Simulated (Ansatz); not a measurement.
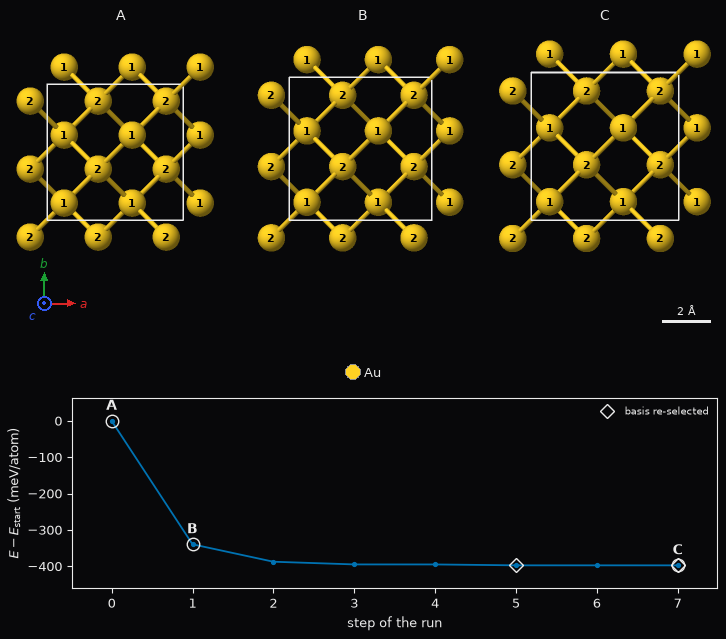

Frames of a relaxation of solid Au (a generated structure, set up in Fd-3m), marked on the history of the run. Style: ball-and-stick. Shown: the conventional cell (4 times the calculation's cell), along the c axis. Lengths and directions refer to the drawn axes.

Phase: diamond.

Theory: Ansatz 0.2.0, DFT, PBE, plane waves (420 eV) with PAW, scalar-relativistic.

The input:
```yaml
crystal:
  lattice:
    - [0.0, 2.8394269867, 2.8394269867]
    - [2.8394269867, 0.0, 2.8394269867]
    - [2.8394269867, 2.8394269867, 0.0]
  atoms:
    - { symbol: Au, position: [0.125, 0.125, 0.125] }
    - { symbol: Au, position: [0.875, 0.875, 0.875] }
hamiltonian:
  xc: pbe
  pseudopotentials:
    kind: paw
    azcp:
      Au: "pseudopotentials/Au.paw.azcp"
basis:
  ecutwfc: 420
  fft_grid_basis: typed
kpoints:
  mp_grid: { grid: [10, 10, 10], shift: [0, 0, 0] }
magnetization:
  spin_polarized: false
scf:
  occupations: { method: fermi_dirac, width: 0.1 }
relax:
  max_steps: 60
  f_tol: 0.01
  cell: {}
```

Command:
```bash
ansatz run input.yaml --threads 1 --pin off --max-ram 3584MiB --backend cpu --events-out ev --progress --plain --runs-dir out
```

Describe the path.

After 5 accepted moves (7 points after the start) the energy has fallen by 397 meV per atom. All forces vanish by symmetry, so only the cell relaxes. The pressure goes from 26.30 to 0.01 GPa. At 2 points the geometry stayed and the basis and grid were re-selected for the new cell (energy shift of 2.4 meV per atom at most each time). No atom moves by more than 0.005 Å relative to the cell. Cell: a = b = c 5.679 → 6.160 Å (+8.5 %). Volume +27.6 %. Among the contacts that change: Au1–Au2 2.459 → 2.667 Å. The space group stays Fd-3m (No. 227). From step 0 to 1: volume +15.3 %, energy −339 meV per atom. From step 1 to 7: volume +10.6 %, energy −57.9 meV per atom.

| step | E − E(0), meV/atom | pressure, GPa | volume, Å³/atom | note |
| --- | --- | --- | --- | --- |
| 0 | 0.00 | 26.30 | 22.892 |  |
| 1 | -339.47 | 7.30 | 26.406 |  |
| 2 | -387.41 | 2.40 | 28.056 |  |
| 3 | -394.84 | -0.16 | 29.216 |  |
| 4 | -394.90 | 0.00 | 29.138 |  |
| 5 | -397.35 | 0.16 | 29.138 | same geometry, new basis |
| 6 | -397.37 | 0.01 | 29.217 |  |
| 7 | -397.39 | 0.01 | 29.217 | same geometry, new basis |
